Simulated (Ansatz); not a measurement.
# Single-point calculation, with input and output: MnS (part 2 of 2)

The same run, continued: MnS (F-43m, 4 atoms in the cell); DFT r2SCAN+U, scalar-relativistic, plane waves, PAW, Ueff = 2 eV on Mn atom 1 d; Ueff = 2 eV on Mn atom 3 d, spin-polarised (Ansatz 0.2.0); cutoff 500 eV, 6×6×6 k-mesh, Gaussian smearing of 0.05 eV, collinear spins. The structure derives from an entry of the Crystallography Open Database. It belongs to a series of runs on one base structure; here: random orbitals: harmonics, high filling.

Geometry of the input (Å; fractional positions):
```
0.0000  2.8000  2.8000
2.8000  0.0000  2.8000
5.6000  5.6000  0.0000
Mn 0.0000  0.0000  0.0000
S  0.7500  0.7500  0.3750
Mn -0.0000  0.0000  0.5000
S  0.7500  0.7500  0.8750
```

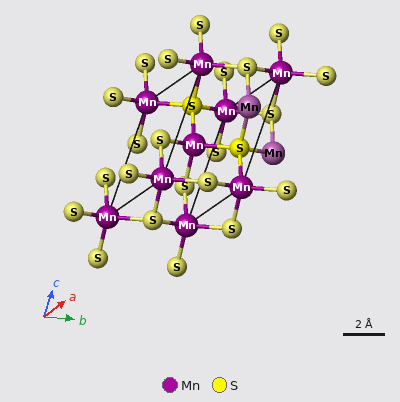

*The structure as given in the input (ball-and-stick view of the reduced cell, seen at an oblique angle; neighbours outside the cell are drawn fainter).*

Output, continued:
```
SCF iter   1: F=—  HF=-9622.132302 eV  |F-HF|=—  |Δ(HF+E_count)|=         —  Δρ=4.25e-2 (↑4.25e-2 ↓4.25e-2)  dr2=4.98e0  dr2_τ=7.62e-2  dr2_m=1.33e-1  M=0.000 μB ∫|m|=9.501 μB  β_m=1.00  ethr=3.10e-3  ⟨swp⟩=5.7  Hψ=4172  notcnv=0  defer=1
preconditioner: auto → Resta (q_TF=auto, 2.413 Å⁻¹)  ε∞=4.9  [insulator: Δε(μ)=1.822 eV  Ē_g=10.212 eV  σ=0.050 eV  W_gap=1.00  n_scr=22 (ndim 8)  ℏωp=20.2 eV  f_vac=0.000  D(μ)=0.00/eV (n_scr^D=0)  ε∞_Penn≈4.9]
spin=Collinear: Resta preconditioning applied to the charge; magnetization (m = ρ↑ − ρ↓) channel mixes plain (no charge-response kernel on spin).
SCF iter   2: F=—  HF=-9623.125629 eV  |F-HF|=—  |Δ(HF+E_count)|=   9.93e-1  Δρ=1.83e-2 (↑1.83e-2 ↓1.83e-2)  dr2=1.10e0  dr2_τ=1.79e-2  dr2_m=3.32e-2  M=0.000 μB ∫|m|=9.577 μB  β_m=1.00  ethr=3.10e-3  ⟨swp⟩=2.9  Hψ=2127  notcnv=0  defer=158  κ⁻¹=1.0e0(r=1)
SCF iter   3: F=—  HF=-9623.109582 eV  |F-HF|=—  |Δ(HF+E_count)|=   1.60e-2  Δρ=7.96e-3 (↑7.96e-3 ↓7.96e-3)  dr2=2.44e-1  dr2_τ=2.67e-3  dr2_m=5.38e-3  M=0.000 μB ∫|m|=9.622 μB  β_m=1.00  ethr=2.63e-3  ⟨swp⟩=2.9  Hψ=2056  notcnv=0  defer=145  κ⁻¹=9.0e-3(r=2)
SCF iter   4: F=—  HF=-9623.203817 eV  |F-HF|=—  |Δ(HF+E_count)|=   9.42e-2  Δρ=3.70e-3 (↑3.70e-3 ↓3.70e-3)  dr2=2.52e-2  dr2_τ=6.18e-4  dr2_m=2.58e-3  M=0.000 μB ∫|m|=9.659 μB  β_m=1.00  ethr=5.82e-4  ⟨swp⟩=2.8  Hψ=1668  notcnv=0  defer=145  κ⁻¹=6.7e-5(r=3)
SCF iter   5: F=—  HF=-9623.234121 eV  |F-HF|=—  |Δ(HF+E_count)|=   3.03e-2  Δρ=3.12e-3 (↑3.12e-3 ↓3.12e-3)  dr2=2.24e-2  dr2_τ=8.95e-5  dr2_m=6.25e-4  M=0.000 μB ∫|m|=9.668 μB  β_m=1.00  ethr=5.99e-5  ⟨swp⟩=2.8  Hψ=1780  notcnv=0  defer=145  κ⁻¹=1.1e-5(r=4)
SCF iter   6: F=—  HF=-9623.227066 eV  |F-HF|=—  |Δ(HF+E_count)|=   7.05e-3  Δρ=1.54e-3 (↑1.54e-3 ↓1.54e-3)  dr2=5.32e-3  dr2_τ=1.27e-4  dr2_m=2.60e-5  M=0.000 μB ∫|m|=9.670 μB  β_m=1.00  ethr=5.34e-5  ⟨swp⟩=2.3  Hψ=2049  notcnv=0  defer=138  κ⁻¹=7.0e-6(r=5)
SCF iter   7: F=—  HF=-9623.227200 eV  |F-HF|=—  |Δ(HF+E_count)|=   1.33e-4  Δρ=4.78e-4 (↑4.78e-4 ↓4.78e-4)  dr2=3.44e-4  dr2_τ=3.12e-5  dr2_m=6.32e-5  M=0.000 μB ∫|m|=9.673 μB  β_m=0.30  ethr=1.27e-5  ⟨swp⟩=2.0  Hψ=1785  notcnv=0  defer=138
Mixer restart at iter 7: flushing history
spin-set hold released at iteration 7 (site moments contracting): the magnetisation degrees of freedom join the quasi-Newton model from the next iteration; the mixer history was flushed
SCF iter   8: F=—  HF=-9623.225803 eV  |F-HF|=—  |Δ(HF+E_count)|=   1.40e-3  Δρ=4.52e-4 (↑4.52e-4 ↓4.52e-4)  dr2=1.65e-4  dr2_τ=7.76e-6  dr2_m=1.08e-4  M=0.000 μB ∫|m|=9.673 μB  β_m=0.30  ethr=8.20e-7  ⟨swp⟩=2.2  Hψ=1467  notcnv=0  defer=134  κ⁻¹=1.0e0(r=1)
SCF iter   9: F=—  HF=-9623.224756 eV  |F-HF|=—  |Δ(HF+E_count)|=   1.05e-3  Δρ=4.32e-4 (↑4.32e-4 ↓4.32e-4)  dr2=3.45e-5  dr2_τ=5.96e-6  dr2_m=1.39e-4  M=0.000 μB ∫|m|=9.672 μB  β_m=0.30  ethr=3.93e-7  ⟨swp⟩=2.0  Hψ=1732  notcnv=0  defer=134  κ⁻¹=6.7e-2(r=2)
SCF iter  10: F=—  HF=-9623.224734 eV  |F-HF|=—  |Δ(HF+E_count)|=   2.24e-5  Δρ=2.78e-4 (↑2.78e-4 ↓2.78e-4)  dr2=5.42e-6  dr2_τ=2.50e-6  dr2_m=6.07e-5  M=0.000 μB ∫|m|=9.672 μB  β_m=0.30  ethr=8.21e-8  ⟨swp⟩=2.0  Hψ=1743  notcnv=0  defer=134  κ⁻¹=4.2e-2(r=3)
SCF iter  11: F=—  HF=-9623.224811 eV  |F-HF|=—  |Δ(HF+E_count)|=   7.77e-5  Δρ=1.79e-5 (↑1.79e-5 ↓1.79e-5)  dr2=5.63e-7  dr2_τ=2.39e-8  dr2_m=4.61e-8  M=0.000 μB ∫|m|=9.672 μB  β_m=0.30  ethr=1.29e-8  ⟨swp⟩=3.4  Hψ=2107  notcnv=0  defer=134  κ⁻¹=9.9e-4(r=4)
SCF iter  12: F=—  HF=-9623.224801 eV  |F-HF|=—  |Δ(HF+E_count)|=   1.08e-5  Δρ=9.93e-6 (↑9.93e-6 ↓9.93e-6)  dr2=1.94e-7  dr2_τ=6.46e-9  dr2_m=1.83e-8  M=0.000 μB ∫|m|=9.672 μB  β_m=0.30  ethr=1.34e-9  ⟨swp⟩=2.1  Hψ=1565  notcnv=0  defer=134  κ⁻¹=9.3e-5(r=5)
SCF iter  13: F=—  HF=-9623.224801 eV  |F-HF|=—  |Δ(HF+E_count)|=   3.26e-8  Δρ=3.91e-6 (↑3.91e-6 ↓3.91e-6)  dr2=4.13e-8  dr2_τ=4.06e-10  dr2_m=3.90e-9  M=0.000 μB ∫|m|=9.672 μB  β_m=0.30  ethr=2.38e-10  ⟨swp⟩=14.0  Hψ=7915  notcnv=0  κ⁻¹=3.8e-7(r=6)
Mixer restart at iter 13: flushing history
SCF iter  14: F=-9623.253775 eV  HF=-9623.224801 eV  |F-HF|=2.90e-2  |Δ(HF+E_count)|=         —  Δρ=3.91e-6 (↑3.91e-6 ↓3.91e-6)  dr2=4.13e-8  dr2_τ=4.06e-10  dr2_m=3.90e-9  M=0.000 μB ∫|m|=9.672 μB  β_m=0.30  ethr=9.83e-11  ⟨swp⟩=1.0  Hψ=890  notcnv=0
SCF iter  15: F=-9623.254256 eV  HF=-9623.239669 eV  |F-HF|=1.46e-2  |Δ(HF+E_count)|=   1.49e-2  Δρ=1.46e-4 (↑1.46e-4 ↓1.46e-4)  dr2=5.32e-5  dr2_τ=4.80e-7  dr2_m=8.19e-6  M=0.000 μB ∫|m|=9.668 μB  β_m=0.30  ethr=9.83e-11  ⟨swp⟩=12.5  Hψ=8377  notcnv=0  κ⁻¹=1.0e0(r=1)
SCF iter  16: F=-9623.254651 eV  HF=-9623.254733 eV  |F-HF|=8.20e-5  |Δ(HF+E_count)|=   1.51e-2  Δρ=3.53e-4 (↑3.53e-4 ↓3.53e-4)  dr2=1.75e-4  dr2_τ=2.09e-6  dr2_m=7.69e-5  M=0.000 μB ∫|m|=9.658 μB  β_m=0.30  ethr=9.83e-11  ⟨swp⟩=5.4  Hψ=2710  notcnv=0  κ⁻¹=1.4e-3(r=2)
SCF iter  17: F=-9623.254732 eV  HF=-9623.254729 eV  |F-HF|=3.24e-6  |Δ(HF+E_count)|=   3.78e-6  Δρ=1.98e-4 (↑1.98e-4 ↓1.98e-4)  dr2=1.49e-5  dr2_τ=6.14e-7  dr2_m=2.65e-5  M=0.000 μB ∫|m|=9.657 μB  β_m=0.30  ethr=9.83e-11  ⟨swp⟩=4.0  Hψ=2605  notcnv=0  κ⁻¹=1.4e-4(r=3)
SCF iter  18: F=-9623.254737 eV  HF=-9623.254736 eV  |F-HF|=1.03e-6  |Δ(HF+E_count)|=   6.59e-6  Δρ=5.42e-5 (↑5.42e-5 ↓5.42e-5)  dr2=2.67e-6  dr2_τ=3.58e-8  dr2_m=1.78e-6  M=0.000 μB ∫|m|=9.657 μB  β_m=0.30  ethr=9.83e-11  ⟨swp⟩=3.2  Hψ=2319  notcnv=0  κ⁻¹=4.0e-5(r=4)
SCF iter  19: F=-9623.254737 eV  HF=-9623.254737 eV  |F-HF|=1.55e-7  |Δ(HF+E_count)|=   1.41e-6  Δρ=1.51e-5 (↑1.51e-5 ↓1.51e-5)  dr2=7.63e-7  dr2_τ=8.98e-9  dr2_m=2.81e-8  M=0.000 μB ∫|m|=9.656 μB  β_m=0.30  ethr=9.83e-11  ⟨swp⟩=3.0  Hψ=1978  notcnv=0  κ⁻¹=6.8e-6(r=5)
SCF iter  20: F=-9623.254738 eV  HF=-9623.254738 eV  |F-HF|=2.24e-8  |Δ(HF+E_count)|=   3.08e-7  Δρ=5.08e-6 (↑5.08e-6 ↓5.08e-6)  dr2=6.36e-8  dr2_τ=1.22e-9  dr2_m=6.72e-9  M=0.000 μB ∫|m|=9.656 μB  ethr=9.83e-11  ⟨swp⟩=8.8  Hψ=6646  notcnv=0
SCF 1 converged in 20 iterations: F = -9623.254738 eV  dr2 = 6.36e-8
  greatest PAW one-centre occupation: 1.005 electrons in one spin orbital (limit 2), on the Mn atom at site 2 (counted from 0), in its partial waves of l = 1
this state was not tested for a lower state beside it, because the mixer in use, unlike msr1, does not test its closes by its own steps (another_mixer; see scf.mixing.algorithm and scf.lower_state_search)
SCF converged after 20 iterations
Magnetization: 0.0000 μB (21.0000 up, 21.0000 down)
Absolute magnetization: 9.6571 μB (∫|ρ↑−ρ↓|, with the PAW one-centre terms)
Spin contamination: 4.9440 ħ² per cell (⟨S²⟩ above its minimum at these occupations)
Per-site moments (μB) at R_I (Å): [(4.307979808367446, 1.0002593413710263), (-0.033642118240697835, 1.0002593413710266), (-4.307979808367446, 1.0002593413710266), (0.03364211824069751, 1.0002593413710263)]
Free energy (F): -9623.254738 eV
Harris-Foulkes:  -9623.254738 eV  (|F-HF|=2.24e-8)
Internal energy: -9623.254738 eV  (E = F + TS)
E sigma→0 (E₀):  -9623.254738 eV
Fermi energy:    7.752305 eV
--- Per-component energies (eV) ---
  E_band       = -769.449264
  E_kinetic    = 809.731175
  E_local      = -5595.208550  (includes V_loc(G=0)·N_el)
  E_nonlocal   = 565.174505
  E_hartree    = 2297.152634
  E_xc         = -397.631530
  E_vxc        = -503.909833  (∫ρ·V_xc dr)
  E_hubbard    = 0.661515  (on-site DFT+U / exact-exchange correction)
  E_vhub       = -9.232310  (the Hubbard potential's part of the band-sum identity)
  E_paw        = -3854.154531  (= ΣΔE_a)
  E_vpaw       = -660.893356  (= ΣTr[D̂ρ^β])
  E_aug_tail   = -0.000007  (compensation charges beyond the density's cutoff)
  E_vtau       = 30.582519  (kinetic-family band-sum trace: ∫τ·v_τ [+ j·A + Jᵃ·Aᵃ] dr)
  E_ewald      = -3448.194329
  E_core_change = -0.785620  (= ΣΔE_core)
  E_smearing   = -0.000000  (= −TS)
  E_closure    = -0.000000  (closes the sum)
  Σ components = -9623.254738   (vs F -9623.254738, Δ=0.00e0)
--- Specified on-site occupations, and those of the state reported ---
  electrons in the specified blocks: 9.9000 specified, 10.5554 found
  site 0 (l=d) ↓: largest change of an orbital's occupation 0.0722; electrons 0.1000 specified, 0.3162 found; spectral distance 0.1138
  site 2 (l=d) ↑: largest change of an orbital's occupation 0.0722; electrons 0.1000 specified, 0.3162 found; spectral distance 0.1138
  site 2 (l=d) ↓: largest change of an orbital's occupation 0.0257; electrons 4.8500 specified, 4.9615 found; spectral distance 0.0503
  site 0 (l=d) ↑: largest change of an orbital's occupation 0.0257; electrons 4.8500 specified, 4.9615 found; spectral distance 0.0503
--- Forces (eV/Å), atoms counted from 1 ---
  atom   1  Mn     0.08130416     0.08130416    -0.08130416
  atom   2  S     -0.08129945    -0.08129945     0.08129945
  atom   3  Mn     0.08130416     0.08130416    -0.08130416
  atom   4  S     -0.08129945    -0.08129945     0.08129945
  max |Σ_I F_I| component: 9.41e-6 eV/Å
--- Stress (GPa, compression-positive) ---
        1.639396      -0.686055       0.686055
       -0.686055       1.639396       0.686055
        0.686055       0.686055       1.639396
  P = ⅓ Tr σ = 1.6394 GPa (16.394 kbar)
--- Band table (eV; the first three rows and the last of 64) ---
  k-point 0 ↑: bands = ["-78.3883", "-72.1178", "-45.8731", "-45.8731", "-45.8592", "-39.6297", "-39.6168", "-39.6168", "-6.9703", "-6.2788", "1.4910", "1.4910", "1.6235", "2.0235", "2.4993", "2.4993", "4.3170", "4.3170", "5.7087", "6.4764", "6.4764", "9.1060", "10.0249", "10.0249", "10.6981", "11.4166", "11.4166", "11.7612", "13.9176", "13.9176", "14.0622", "14.8090"]
  k-point 1 ↑: bands = ["-78.3883", "-72.1178", "-45.8731", "-45.8731", "-45.8592", "-39.6297", "-39.6167", "-39.6167", "-6.9305", "-6.3284", "1.4912", "1.4912", "1.5223", "2.2126", "2.5036", "2.5036", "4.3076", "4.3076", "5.5391", "6.4747", "6.4747", "9.3508", "10.0362", "10.0362", "10.6962", "11.3992", "11.3992", "11.6910", "13.9770", "13.9770", "14.0004", "14.8959"]
  k-point 2 ↑: bands = ["-78.3883", "-72.1178", "-45.8731", "-45.8731", "-45.8592", "-39.6297", "-39.6168", "-39.6168", "-6.8218", "-6.4566", "1.4136", "1.4917", "1.4917", "2.5125", "2.5125", "2.5179", "4.2887", "4.2887", "5.2098", "6.4714", "6.4714", "9.8787", "10.0576", "10.0576", "10.6695", "11.3691", "11.3691", "11.5311", "13.9155", "14.0813", "14.0813", "14.4725"]
  k-point 31 ↓: bands = ["-78.3882", "-72.1176", "-45.8750", "-45.8746", "-45.8589", "-39.6292", "-39.6203", "-39.6193", "-6.2022", "-6.0405", "1.5775", "1.8573", "2.1175", "2.2051", "2.4675", "2.6157", "2.8803", "3.5663", "4.1852", "4.6322", "4.8029", "9.1574", "9.6906", "10.1258", "10.3140", "10.8479", "12.6939", "12.9764", "13.4437", "14.2117", "15.2302", "15.4592"]
Occupation matrices written to [file]
--- Löwdin populations: 4 sites ---
  site symbol       q [e]    m [muB]
     0     Mn     13.8485     4.6829
     1      S      7.0080    -0.0857
     2     Mn     13.8485    -4.6829
     3      S      7.0080     0.0857
  spilling = 0.006834 (of n_electrons = 42.000000)
--- Occupation matrices: 2 shells (run DFT+U table (all-electron-ortho-atomic); ε = 2.50e-3) ---
  Mn0 d_3D: site group Td (-43m); on the run's cell C3v (3m)
  Mn0 d_3D up     Tr n = 4.9615  λ = 0.988 0.991 0.991 0.996 0.996  [xz 0.33 (T2 1.00) T2(1.00)/A1(1.00) | 2× xz 0.33 (T2 1.00) T2(1.00)/E(1.00) | 2× z2 0.50 (E 1.00) E(1.00)/E(1.00)]
  Mn0 d_3D dn     Tr n = 0.3162  λ = 0.031 0.031 0.081 0.081 0.092  [2× z2 0.50 (E 1.00) E(1.00)/E(1.00) | 2× xz 0.33 (T2 1.00) T2(1.00)/E(1.00) | xz 0.33 (T2 1.00) T2(1.00)/A1(1.00)]
  specified occupation → Mn0 d_3D up: matrix, ‖Δ‖_F = 0.0503, Tr Δ = -0.1115, displaced = 0.0558, d_λ = 0.0503; orbital distance = 0.0000
  specified occupation → Mn0 d_3D dn: matrix, ‖Δ‖_F = 0.1138, Tr Δ = -0.2162, displaced = 0.1081, d_λ = 0.1138; orbital distance = 0.0000
  Mn2 d_3D: site group Td (-43m); on the run's cell C3v (3m)
  Mn2 d_3D up     Tr n = 0.3162  λ = 0.031 0.031 0.081 0.081 0.092  [2× z2 0.50 (E 1.00) E(1.00)/E(1.00) | 2× xz 0.33 (T2 1.00) T2(1.00)/E(1.00) | xz 0.33 (T2 1.00) T2(1.00)/A1(1.00)]
  Mn2 d_3D dn     Tr n = 4.9615  λ = 0.988 0.991 0.991 0.996 0.996  [xz 0.33 (T2 1.00) T2(1.00)/A1(1.00) | 2× xz 0.33 (T2 1.00) T2(1.00)/E(1.00) | 2× z2 0.50 (E 1.00) E(1.00)/E(1.00)]
  specified occupation → Mn2 d_3D up: matrix, ‖Δ‖_F = 0.1138, Tr Δ = -0.2162, displaced = 0.1081, d_λ = 0.1138; orbital distance = 0.0000
  specified occupation → Mn2 d_3D dn: matrix, ‖Δ‖_F = 0.0503, Tr Δ = -0.1115, displaced = 0.0558, d_λ = 0.0503; orbital distance = 0.0000
  Tr n, λ and their labels are of the run-group-symmetrised matrices; stabiliser: 12 of 24 elements of G0×{1,Θ} (closed), max defect 3.4e-15 at τ = 5.3e-4
```

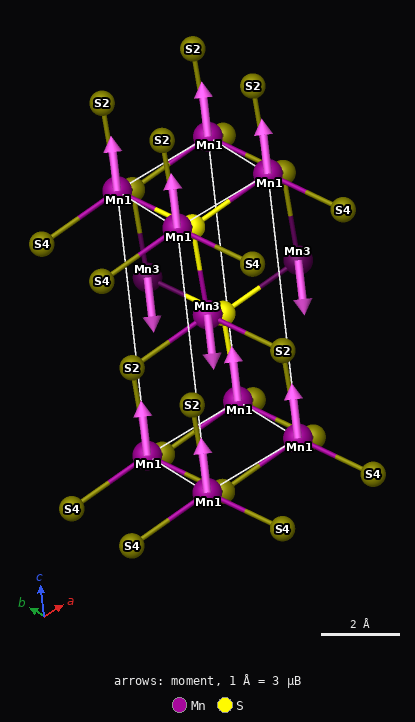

*Magnetic moments of the sites as pink arrows (ball-and-stick view of the reduced cell, seen slightly off an axis; neighbours outside the cell are drawn fainter; atoms are numbered from 1 in the order of the input); small moments hardly show. The run is collinear, so the axis drawn is arbitrary.*

Site moments: Mn1 (4.31 μB); Mn3 (−4.31 μB). They are counted near the atoms and needn't add up to the moment of the cell.

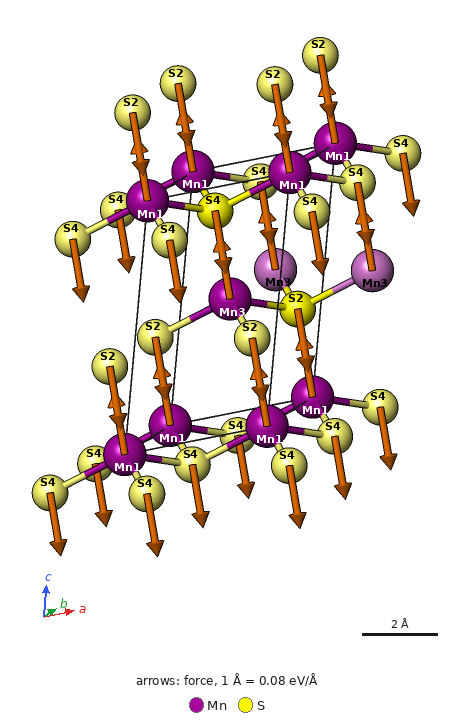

*Forces on the atoms as orange arrows (ball-and-stick view of the reduced cell, seen slightly off an axis; neighbours outside the cell are drawn fainter; atoms are numbered from 1 in the order of the input).*

The largest act on Mn1, Mn3 (0.14 eV/Å); S2, S4 (0.14 eV/Å). The geometry is not a stationary point of this energy.

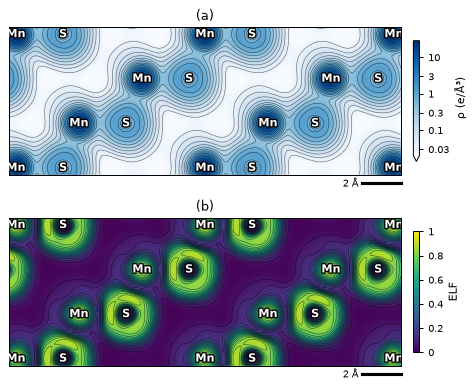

*(a) valence charge density (pseudo); (b) electron localisation function on the (110) plane of the conventional cell of the magnetic structure.*

Atoms in the plane: Mn and S. Mn–S (2.42 Å): ρ at the midpoint is about 0.45 e/Å³; the ELF is about 0.50 at the midpoint. Away from the nuclei the density in this plane falls to 0.02 e/Å³ at its lowest. The strong features right at Mn lie inside the PAW spheres (semicore, d or f shells) and say nothing about bonding. Core electrons are frozen (PAW), so the fields are smoothed inside the atomic spheres.

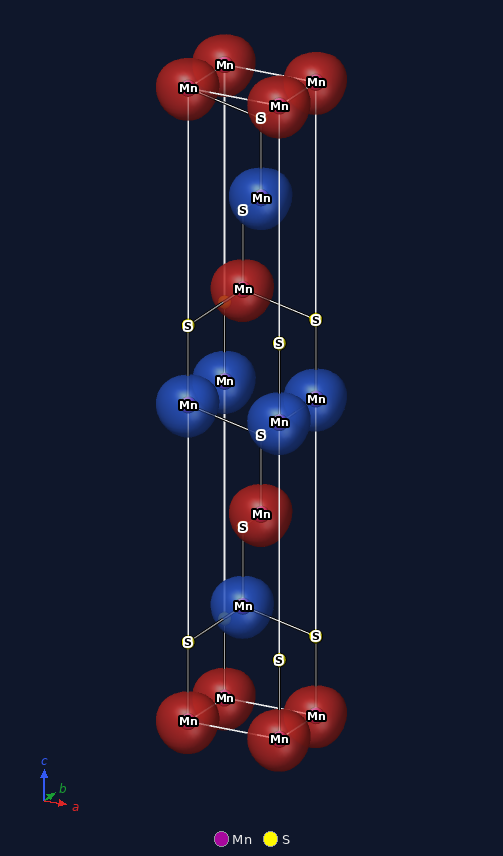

*Isosurfaces of the magnetisation density (up minus down) at +0.2 (red) and −0.2 e/Å³ (blue), seen slightly off an axis. Sticks mark near contacts. The outline is the cell set on symmetry axes of the magnetic structure.*

The cell of the calculation (4 atoms) carries 0.0 μB net.
